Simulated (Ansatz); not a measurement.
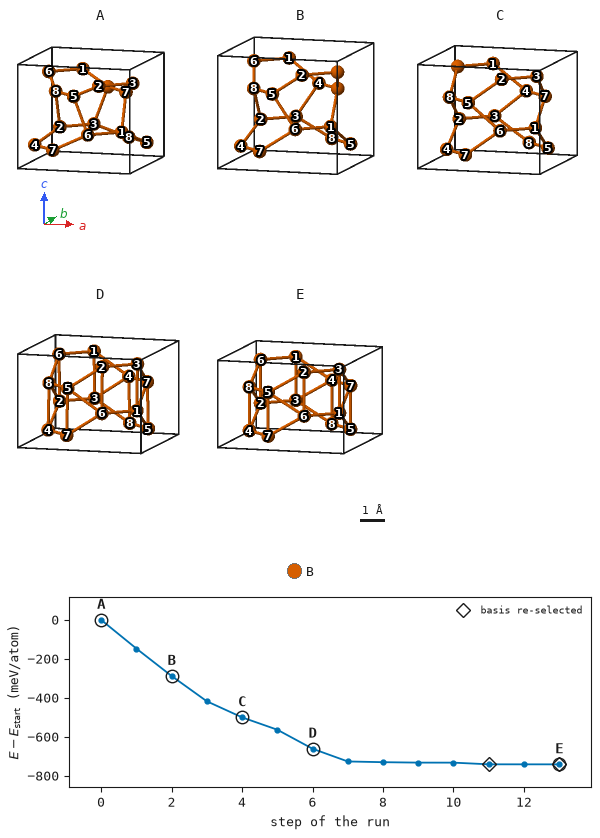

Frames of a relaxation of a crystal of B (a generated structure, set up in I-42m) (coarse preliminary run), marked on the history of the run. A ball-and-stick model of the conventional cell (2 times the calculation's cell), seen slightly off an axis. Lengths and directions refer to the drawn axes.

The calculation used Ansatz 0.2.0, DFT PBE, scalar-relativistic, plane waves, PAW. (plane-wave cutoff 420 eV; k-point mesh 6 × 6 × 6; occupations gaussian; smearing width 0.1 eV; no spin polarisation; cell and atoms relaxed; force threshold 0.04 eV/Å; at most 70 steps)

What happens along the run?

The energy falls by 741 meV per atom in 11 accepted moves (13 points after the start). Largest force component: 1.3 eV/Å at the start, 0.0022 eV/Å at the end. Pressure: 33.97 GPa at the start and 0.05 GPa at the end. At 2 points the geometry stayed and the basis and grid were re-selected for the new cell (energy shift of 8.6 meV per atom at most each time). The largest moves relative to the cell, 0.61 Å, are those of 8 atoms (B1, B2, B3, B4 and others). B4 goes along [3 2 −2]. The drawn cell changes as follows: a = b 5.043 → 5.678 Å (+12.6 %), c 4.532 → 3.797 Å (−16.2 %); the volume changes by +6.2 %. Near-neighbour distances that change, for instance: B1–B8 2.644 → 1.882 Å, B1–B3 2.483 → 1.898 Å, B1–B4 1.650 → 1.882 Å, B1–B7 1.765 → 1.882 Å. New bonds form: B1–B8 (2.64 → 1.88 Å), B2–B7 (2.64 → 1.88 Å), B3–B5 (2.64 → 1.88 Å), B4–B6 (2.64 → 1.88 Å). Among the angles between lasting bonds that change: B4–B3–B8 93.2° → 60.6°, B2–B3–B8 152.4° → 127.6°, B2–B3–B4 104.7° → 127.6°. The space group (tolerance 0.01 Å) goes from I-42m (No. 121) to P4_2/mmc (No. 131). The run took 60 s on 1 thread of Arm Neoverse V1 (shared host), peak memory 0.33 GiB. From step 0 to 2: B atoms move most (0.27 Å), volume +23.5 %, energy −288 meV per atom. From step 2 to 4: B atoms move most (0.27 Å), volume −4.0 %, energy −212 meV per atom. From step 4 to 6: B atoms move most (0.05 Å), volume −7.9 %, energy −161 meV per atom. From step 6 to 13: B atoms move most (0.03 Å), volume −2.7 %, energy −80.1 meV per atom.

```
step  E − E(0), meV/atom  largest force component, eV/Å  pressure, GPa  volume, Å³/atom                      note
   0                0.00                         1.3095          33.97            7.203                          
   1             -146.96                         0.9160          11.98            7.914                          
   2             -287.78                         0.6699         -10.82            8.895                          
   3             -417.54                         0.3792         -10.76            8.578                          
   4             -500.06                         0.3448         -14.25            8.539                          
   5             -563.44                         0.3030          -8.50            8.178                          
   6             -661.01                         0.4545          -5.27            7.865                          
   7             -726.30                         0.1349           1.31            7.578                          
   8             -730.00                         0.1988           1.44            7.569                          
   9             -732.22                         0.0379           1.25            7.575                          
  10             -732.36                         0.0108           0.14            7.614                          
  11             -740.92                         0.0029           1.06            7.614  same geometry, new basis
  12             -741.05                         0.0021           0.05            7.651                          
  13             -741.13                         0.0022           0.05            7.651  same geometry, new basis
```
